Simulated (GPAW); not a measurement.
# ZnS (P6_3mc): refractive index against wavelength

The refractive index of ZnS (P6_3mc) along x below the direct gap (2.24 eV on the mesh) is read from one computed spectrum, n = √(Re ε). x, y and z are the Cartesian axes of the input cell.

The structure is hexagonal, space group P6_3mc (No. 186). The conventional cell has a = 3.811 Å, b = 3.811 Å, c = 6.234 Å, α = 90.00°, β = 90.00°, γ = 120.00°. Around Zn on site b lie 4 S at 2.31 to 2.40 Å. S on site b has 4 Zn at 2.31 to 2.40 Å as nearest neighbours.

Method: GPAW 26.7.0, PBE, RPA, k-mesh 9×9×5, local fields up to 50 eV, Lorentzian half width 0.12 eV.

Launch of the response step: `OMP_NUM_THREADS=1 python df.py`. The run took 8.0 min, its band step included, on 1 thread of Arm Neoverse N1 (shared host).

```tsv
wavelength (nm)	photon energy E (eV)	n
3000	0.413	2.3629
2000	0.620	2.3701
1550	0.800	?
1310	0.946	2.3880
1064	1.165	2.4053
850	1.459	2.4372
```

In the single-oscillator model n² − 1 = E₀E_d/(E₀² − E²), so 1/(n² − 1) = E₀/E_d − E²/(E₀E_d) is linear in E².

Working, on the rows shown:

| x = E² (eV²) | y = 1/(n² − 1) |
| --- | --- |
| 0.170801 | 0.218184 |
| 0.384302 | 0.216573 |
| 0.895757 | 0.212651 |
| 1.35784 | 0.208966 |
| 2.12762 | 0.202431 |

Means: x̄ = 0.98727, ȳ = 0.21176. Σ(x − x̄)(y − ȳ) = -0.0199, Σ(x − x̄)² = 2.476. Slope = -0.0199 / 2.476 = -0.008037; intercept = ȳ − slope · x̄ = 0.2197. Turned back into n, the line misses the rows shown by at most 0.00087.

Problem. Predict the last column of the withheld row from the fit.

Solution. At x = 0.63984 the line gives y = 0.21455, that is 2.3793. The run gave 2.3789, so the interpolation is off by 0.00035, 0.5 % of the range in the table.

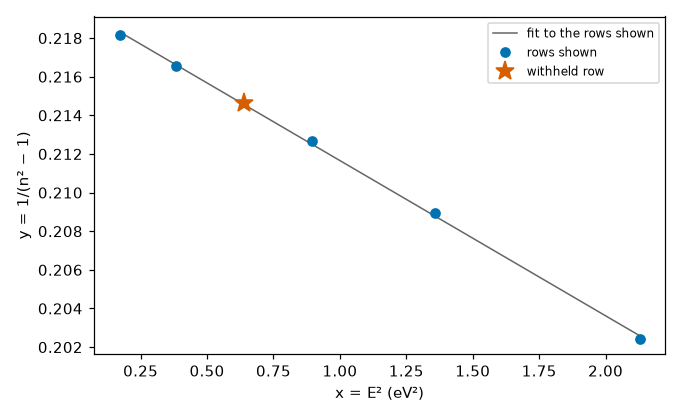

Refitted with all rows, the slope is -0.008046 and the intercept 0.21972. These give E₀ = √(intercept/−slope) = 5.23 eV and E_d = E₀/intercept = 23.8 eV; E₀ is 2.3 times the direct gap. The electronic limit at long wavelengths, without lattice vibrations, is n = √(1 + 1/intercept) = 2.356. The cell comes from an older database entry, whose edges can be off by a per cent or so. Excitons are left out; PBE gaps are as a rule too small. The values come from a sum over the points of one k-mesh and carry its error, which grows as the direct gap shrinks.

[Logs are printed without paths, hosts, clocks, repeated set-up lines and the standing remarks that a program may print on its own settings, such as how far it seeks lower states.]
